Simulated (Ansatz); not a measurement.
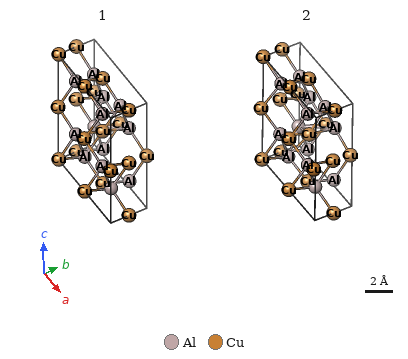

Two geometries of crystalline Al₁₃Cu₈ (a generated structure, set up in P1) (coarse preliminary run), drawn at one scale. One is the start of a relaxation, the other its converged end. The picture is a ball-and-stick view of the cell of the calculation (origin shifted), seen slightly off an axis.

Computed with DFT r2SCAN, scalar-relativistic, plane waves, PAW in Ansatz 0.2.0. (plane-wave cutoff 500 eV; k-point mesh 2 × 2 × 2; occupations gaussian; smearing width 0.1 eV; mesh shifted by (0.5, 0.5, 0.5); no spin polarisation; cell and atoms relaxed; force threshold 0.04 eV/Å; at most 50 steps)

Question: Which of the two is the end point?

Answer: Structure 2 is the relaxed one. Case: 3 of 16 Al atoms taken out at random. After 7 accepted moves (8 points after the start) the energy has fallen by 10.7 meV per atom. The largest force component goes from 0.44 to 0.022 eV/Å. Pressure: −1.61 GPa at the start and −0.02 GPa at the end. The SCF was repeated once at an unchanged geometry on a basis and grid sized afresh for the cell, which shifted the energy by 0.1 meV per atom at most. The atom that moves furthest relative to the cell is a Cu atom (0.28 Å roughly along [2 0 −1]). By element the largest moves are Cu 0.28 Å, Al 0.10 Å. The volume changes by −3.4 %, with a 8.109 → 7.891 Å (−2.7 %), b 8.109 → 7.935 Å (−2.2 %), c 8.109 → 7.942 Å (−2.1 %), α 90.0° → 90.4°, β 120.0° → 118.6°, γ 120.0° → 118.7°. Among the contacts that change: Al–Al 2.900 → 2.753 Å, Al–Al 2.873 → 2.746 Å, Al–Cu 2.528 → 2.404 Å, Al–Al 2.884 → 2.782 Å. Among the angles between lasting bonds that change: Al–Cu–Al 179.8° → 166.0°, Al–Cu–Al 179.9° → 166.8°, Al–Cu–Al 178.5° → 165.5°. The space group stays P1 (No. 1). The run took 3.3 min on 4 threads of AMD EPYC 7R43 64-Core Processor (Zen 3) (shared host), peak memory 2 GiB.

Limits of the set-up: the k-point mesh is coarse for a cell with partly filled bands.
